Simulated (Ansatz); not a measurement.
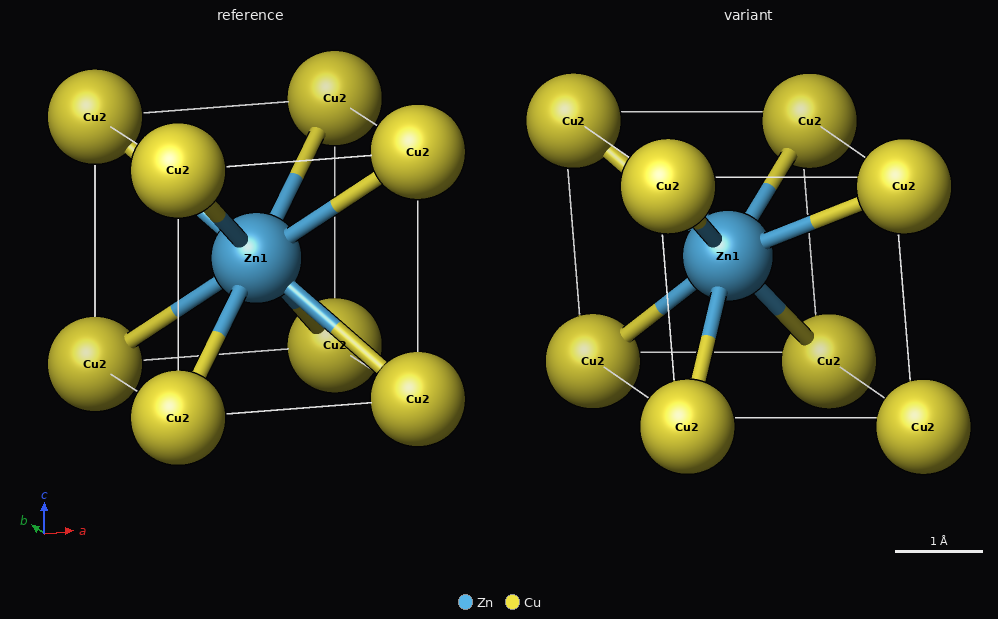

Left: a symmetric starting cell of ZnCu. Right: the same structure after one change, at the same scale. A ball-and-stick model of the cell of the calculation, seen slightly off an axis.

These are results of Ansatz 0.2.0, DFT PBEsol, scalar-relativistic, plane waves, PAW, not measurements. Set-up: plane-wave cutoff 420 eV; k-point mesh 15 × 15 × 15; occupations gaussian; smearing width 0.1 eV; no spin polarisation.

### Which change leads from the left to the right?

The cell is strained by +8.4 % along [1 −1 −1] and −9.6 % across it (volume −11.4 %) and atoms are displaced by 0.16 Å relative to the cell: Cu2 0.16 Å along [1 −1 −1], Zn1 0.16 Å along [−1 1 1]. No relaxation follows. The starting cell wasn't computed here and needn't be at equilibrium, so pressure and forces aren't due to the change alone.

### What does the change do?

The pressure is 24.2 GPa (not all of it need come from the change, since the unchanged cell can be under pressure at this level too). The principal stresses (compression positive) are 5.2 GPa along [1 −1 −1] and 33.7 GPa across it. The largest forces, 1.3 eV/Å, act on Zn1 and Cu2; on Zn1 it points along [1 −1 −1]. The forces point straight back along the displacements (cosine −1.00). Near-neighbour distances before and after: Cu–Zn 2.550 → 2.254 to 3.090 Å. The space group (tolerance 0.01 Å) goes from Pm-3m (No. 221) to R3m (No. 160).
